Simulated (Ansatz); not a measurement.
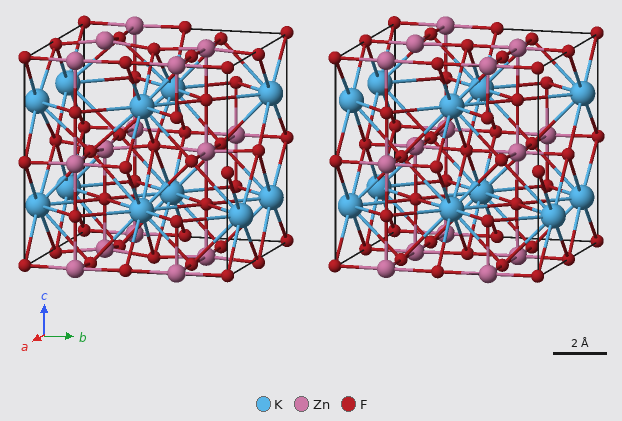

Two geometries of a defect cell of composition K8Zn8F23 (cell charge +1), drawn at one scale. One is the start of a relaxation, the other its converged end. The picture is a ball-and-stick view of the cell of the calculation (origin shifted), seen slightly off an axis.

Method: Ansatz 0.2.0, DFT, PBEsol, PAW, plane waves. Settings: plane-wave cutoff 420 eV; k-point mesh 1 × 1 × 1; mesh shifted by (0.25, 0.25, 0.25); collinear spin; atoms relaxed in a fixed cell; force threshold 0.03 eV/Å; at most 80 steps.

> Which one is relaxed?

The left one is the relaxed one. Over 3 geometry steps the energy falls by 1.085 eV per cell of the calculation. Largest force component: 1.9 eV/Å at the start, 0.0044 eV/Å at the end. The largest moves, 0.19 Å, are those of F atoms. By element the largest moves are F 0.19 Å, K 0.14 Å, Zn 0.13 Å. The cell doesn't change. Among the contacts that change: F–K 2.797 → 3.006 Å, F–K 2.843 → 3.002 Å, F–K 2.924 → 2.765 Å, F–K 2.863 → 3.006 Å. Among the angles between lasting bonds that change: F–Zn–F 178.3° → 166.0°, F–Zn–F 177.3° → 166.0°, Zn–F–Zn 179.5° → 169.2°. The program noted that the starting moments weren't kept. Cost: 2.8 s on 1 × NVIDIA GB200 with 8 threads of Arm Neoverse-V2, peak memory 1.7 GiB.

Limits of the set-up: the periodic images lie only 8.1 Å apart, so the values are limited by the cell's size; the cell is charged, on a uniform background, and energies carry no finite-size correction.
